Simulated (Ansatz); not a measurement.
Crystal: W, the input geometry of an electronic-structure calculation (not necessarily at equilibrium); the starting structure was generated, so it need not be a known form of this composition.

Space group P6/mmm (No. 191). a = 4.642 Å, b = 4.642 Å, c = 2.583 Å, α = 90.00°, β = 90.00°, γ = 120.00°
```
atom  site  symmetry       x       y       z
   W    1a     6/mmm  0.0000  0.0000  0.0000
   W    2d      -6m2  0.3333  0.6667  0.5000
```

Question: What does its first Brillouin zone look like, and which path through it is standard?

Answer: It has a primitive hexagonal lattice (hP; extended symbol hP2). The zone is a hexagonal prism in its combinatorial type: 8 faces (6 with 4 edges, 2 with 6 edges), 18 edges, 12 vertices. Path: Γ–M–K–Γ–A–L–H–A | L–M | H–K.

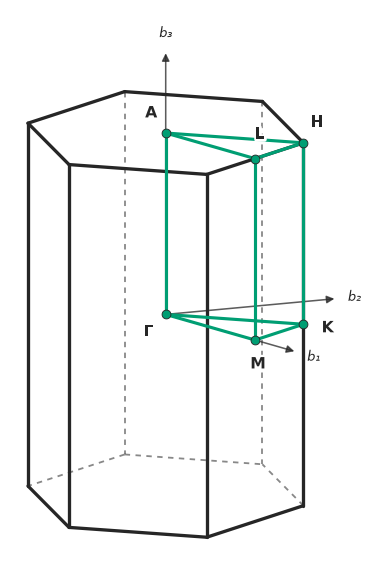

Labels and path follow the convention of Hinuma et al. (2017), as computed by seekpath; the arrows show the directions of the reciprocal primitive vectors b₁, b₂, b₃, in which coordinates are given; lengths include the factor 2π.

```json
{"point": "Γ", "k₁": "0", "k₂": "0", "k₃": "0", "length of k (1/Å)": "0.000"}
{"point": "A", "k₁": "0", "k₂": "0", "k₃": "1/2", "length of k (1/Å)": "1.216"}
{"point": "K", "k₁": "1/3", "k₂": "1/3", "k₃": "0", "length of k (1/Å)": "0.902"}
{"point": "H", "k₁": "1/3", "k₂": "1/3", "k₃": "1/2", "length of k (1/Å)": "1.514"}
{"point": "M", "k₁": "1/2", "k₂": "0", "k₃": "0", "length of k (1/Å)": "0.782"}
{"point": "L", "k₁": "1/2", "k₂": "0", "k₃": "1/2", "length of k (1/Å)": "1.446"}
```
